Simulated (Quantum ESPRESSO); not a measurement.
Input file:

```
&CONTROL
  calculation = 'scf'
  prefix = 'pwscf'
  outdir = './tmp'
  pseudo_dir = './pseudo'
  tprnfor = .true.
  tstress = .true.
  disk_io = 'low'
/
&SYSTEM
  space_group = 225
  A = 6.005
  nat = 2
  ntyp = 2
  ecutwfc = 45
  ecutrho = 360
  nbnd = 12
  occupations = 'smearing'
  smearing = 'mv'
  degauss = 0.00734986
  vdw_corr = 'grimme-d3'
  dftd3_version = 4
/
&ELECTRONS
  conv_thr = 6d-10
  electron_maxstep = 120
  mixing_beta = 0.5
/
ATOMIC_SPECIES
Se    78.9710 se_pbesol_v1.uspp.F.UPF
Li     6.9400 li_pbesol_v1.4.uspp.F.UPF
ATOMIC_POSITIONS crystal_sg
Se     0.0000000000    0.0000000000    0.0000000000
Li     0.2500000000    0.2500000000    0.7500000000
K_POINTS automatic
8 8 8 0 0 0
```

Command:

```sh
OMP_NUM_THREADS=1 pw.x -in pw.in > pw.out
OMP_NUM_THREADS=1 pp.x -in pp_density.in > pp_density.out
OMP_NUM_THREADS=1 pp.x -in pp_potential.in > pp_potential.out
OMP_NUM_THREADS=1 pw.x -in nscf.in > nscf.out
OMP_NUM_THREADS=1 projwfc.x -in projwfc.in > projwfc.out
```

Below, planes, directions and counts refer to the conventional cell (a = 6.00 Å, b = 6.00 Å, c = 6.00 Å, α = 90.00°, β = 90.00°, γ = 90.00°).

Space group Fm-3m; computed pressure about −3 GPa in this cell.

All numbers below come from Kohn-Sham DFT of a periodic cell, PBEsol with D3(BJ), GBRV 1.5 PBEsol in Quantum ESPRESSO 7.5.

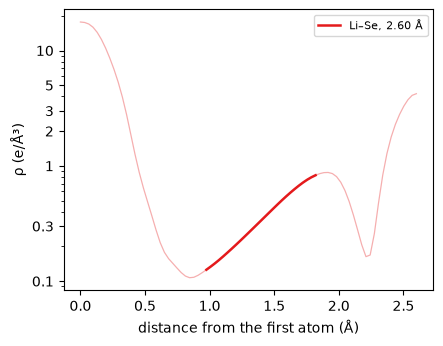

Li₂Se. Valence pseudo-density along straight lines between neighbouring atoms. Thin, pale parts lie inside the atomic spheres.

Core electrons are replaced by pseudopotentials, and the valence fields are smoothed inside the atomic spheres.

### What can be read from the curves?

Li–Se (2.60 Å): ρ is about 0.26 e/Å³ halfway.
